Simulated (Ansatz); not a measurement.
HC18Cl: several calculations on one system

Part 1: Relaxation

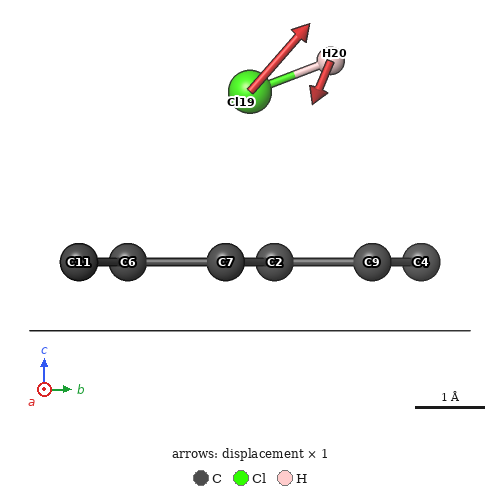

A relaxation of a slab of composition HC18Cl. The starting structure is drawn; red arrows show the displacements, at their true length.

A ball-and-stick model of the cell of the calculation, outlined in the plane, without the vacuum (origin shifted), seen along the a axis.

It is HCl on graphene monolayer, set down by a guess. The run prepares the start of a later molecular dynamics calculation, from a guessed geometry.

All numbers below come from Ansatz 0.2.0, DFT PBE-D3(BJ), scalar-relativistic, plane waves, PAW. Set-up: plane-wave cutoff 420 eV; k-point mesh 2 × 2 × 1; occupations fermi dirac; smearing width 0.05 eV; no spin polarisation; atoms relaxed in a fixed cell; force threshold 0.08 eV/Å; at most 25 steps.

**Which element moves most?**

Chlorine: up to 1.34 Å, against 0.71 Å for hydrogen.

**Describe the change and its energy.**

The energy falls by 0.851 eV per cell of the calculation in 20 accepted moves (22 points after the start). Largest force component: 2.5 eV/Å at the start, 0.066 eV/Å at the end. The line search rejected the trial steps at points 10, 15 of the run. The forces were under the threshold at step 20, but the run went on from there. The largest move relative to the layer's centre is that of the Cl atom, 1.34 Å at 42° to the normal (+c side). By element the largest moves are Cl 1.34 Å, H 0.71 Å, C 0.04 Å. The cell doesn't change. Near-neighbour distances that change, for instance: Cl–H 1.282 → 1.298 Å, C–C 1.424 → 1.415 Å. The run took 2.7 min on 1 thread of Arm Neoverse V1, on a shared host, peak memory 0.68 GiB.

Limits of the set-up: the periodic images lie only 7.4 Å apart, so the values are limited by the cell's size.

Part 2: Dynamics

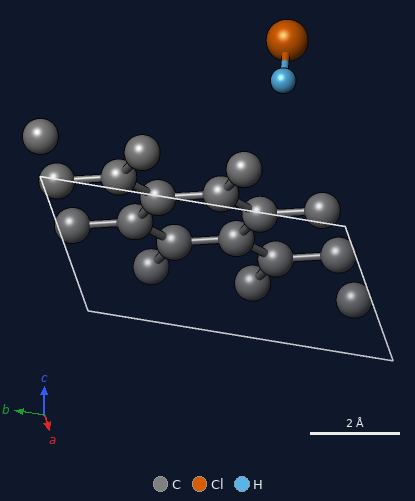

Starting frame of a dynamics run of HCl on graphene monolayer (20 atoms in the cell). Style: ball-and-stick. Shown: the simulation cell, with the vacuum cut short, from a free direction. Bonds to atoms that aren't drawn are left out.

Theory: Ansatz 0.2.0, DFT PBE-D3(BJ), scalar-relativistic, plane waves, PAW.

Input file:
```yaml
crystal:
  lattice:
    - [7.398, 0.0, 0.0]
    - [-3.699, 6.406856, 0.0]
    - [0.0, 0.0, 13.0]
  atoms:
    - { symbol: C, position: [-0.00208756, -0.00477584, 0.07495432] }
    - { symbol: C, position: [0.21867552, 0.10581571, 0.07508694] }
    - { symbol: C, position: [-0.00286134, 0.32742298, 0.07545565] }
    - { symbol: C, position: [0.21961508, 0.4386668, 0.07529813] }
    - { symbol: C, position: [-0.00356281, 0.66142908, 0.07558034] }
    - { symbol: C, position: [0.22007275, 0.77331744, 0.0755787] }
    - { symbol: C, position: [0.33036244, -0.00609782, 0.07541891] }
    - { symbol: C, position: [0.55266384, 0.1051599, 0.07552861] }
    - { symbol: C, position: [0.32979993, 0.32805611, 0.0752381] }
    - { symbol: C, position: [0.55341595, 0.44000833, 0.07549124] }
    - { symbol: C, position: [0.33118716, 0.66209558, 0.07554102] }
    - { symbol: C, position: [0.55195553, 0.77247658, 0.07553349] }
    - { symbol: C, position: [0.66288071, -0.0054087, 0.07544051] }
    - { symbol: C, position: [0.88667034, 0.10648471, 0.07524753] }
    - { symbol: C, position: [0.66442493, 0.32870401, 0.07557901] }
    - { symbol: C, position: [0.88523809, 0.43930726, 0.07557962] }
    - { symbol: C, position: [0.66369393, 0.66055358, 0.07553693] }
    - { symbol: C, position: [0.88605077, 0.77183744, 0.07532728] }
    - { symbol: Cl, position: [1.03956765, 0.19289075, 0.34508143] }
    - { symbol: H, position: [0.97715969, 0.19598667, 0.25211805] }
basis:
  ecutwfc: 420.0
kpoints:
  mp_grid: { grid: [2, 2, 1] }
hamiltonian:
  xc: pbe
  dispersion: d3bj
scf:
  occupations: { method: fermi_dirac, width: 0.05 }
  lower_state_search: "off"
md:
  timestep: 0.5
  n_steps: 130
  ensemble: nve
  temperature: 1400.0
  initial_velocities: maxwell_boltzmann
  seed: 107198
```

Launched with:
```bash
ansatz run input.yaml --threads 1 --pin off --max-ram 3072MiB --backend cpu --events-out ev --progress --plain --runs-dir out
```

Question: What does the trajectory do?

Answer: The mean temperature in the second half is 741 K (standard deviation 133 K). The first frame carries almost no forces, so kinetic energy first flows into potential energy: the temperature drops from 1400 to 492 K within 7.5 fs, and without a thermostat its mean stays below the start. The potential energy in the second half lies on average 81.2 meV per atom above the first frame. Root-mean-square distances from the starting positions over the second half, with the common drift of all atoms taken out: H 1.86 Å, Cl 0.50 Å, C 0.14 Å. The run lasts only 65 fs, too short to tell vibration from diffusion. The total energy stays between 0 and 0.39 meV per atom of its start. A straight-line fit has a slope that amounts to +0.011 meV per atom over 65 fs (under 0.1 % of the mean kinetic energy), and the ripple about it is 0.4 % of the kinetic energy's fluctuation. With a drift under 2 % and a ripple under 7 %, the integration is accurate.

Along the run (each row but the first and the last is the mean over the interval that it begins):

| time (fs) | potential energy (meV/atom) | T (K) |
| --- | --- | --- |
| 0.0 | 0.0 | 1400 |
| 10.5 | 80.6 | 745 |
| 21.0 | 85.5 | 706 |
| 31.5 | 84.8 | 712 |
| 42.0 | 85.1 | 709 |
| 52.5 | 81.3 | 740 |
| 63.0 | 61.9 | 899 |

The paths of the atoms:

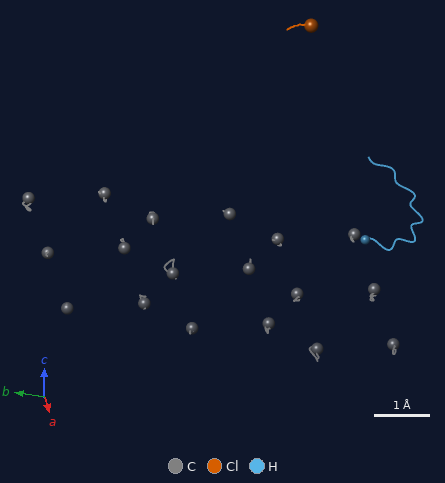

Limits of the set-up: the periodic images lie only 7.4 Å apart, so the values are limited by the cell's size.

Part 3: Energy conservation

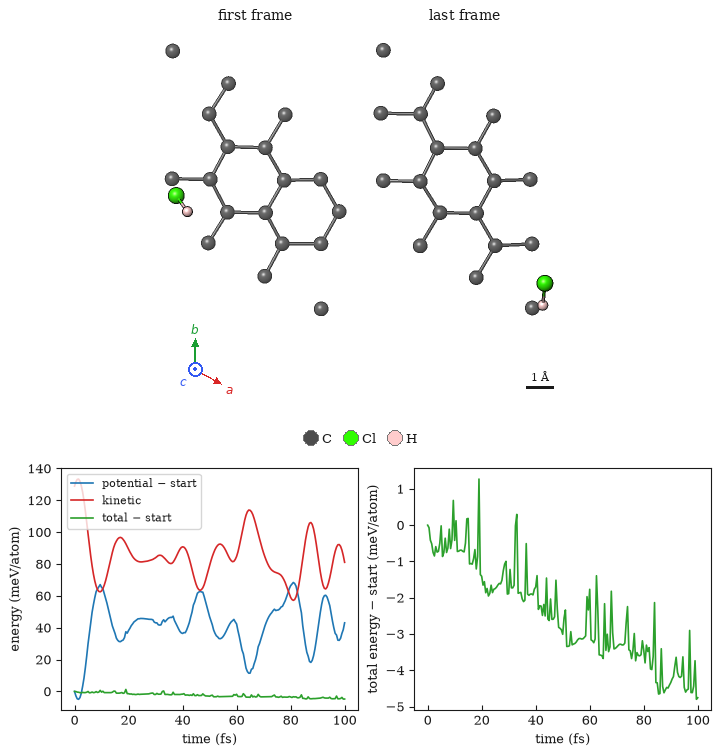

A Born-Oppenheimer molecular dynamics run of HCl on graphene monolayer (20 atoms in the cell), 100 fs long. It starts from the last geometry of an earlier run, with fresh velocities. The picture is a ball-and-stick view of the simulation cell, with the vacuum cut short, seen along the c axis. Bonds to atoms that aren't drawn are left out.

These are results of Ansatz, DFT PBE-D3(BJ), scalar-relativistic, plane waves, PAW, not measurements. Run with plane-wave cutoff 420 eV; k-point mesh 2 × 2 × 1; Fermi-Dirac smearing 0.05 eV; constant energy (NVE); velocities drawn for 1050 K; time step 0.5 fs.

Q: Check the integration.

A: The total energy moves between −4.8 and 1.3 meV per atom from its start, in jumps that begin near 5 fs. That is too much for reliable dynamics. The self-consistency threshold is loose, so the forces are noisy. The mean temperature in the second half is 691 K (standard deviation 117 K). The potential energy in the second half lies on average 40.6 meV per atom above the first frame.

Limits of the set-up: the periodic images lie only 7.4 Å apart, so the values are limited by the cell's size.

Cost: 12 min on 1 thread of Arm Neoverse V1 (shared host), peak memory 0.74 GiB.
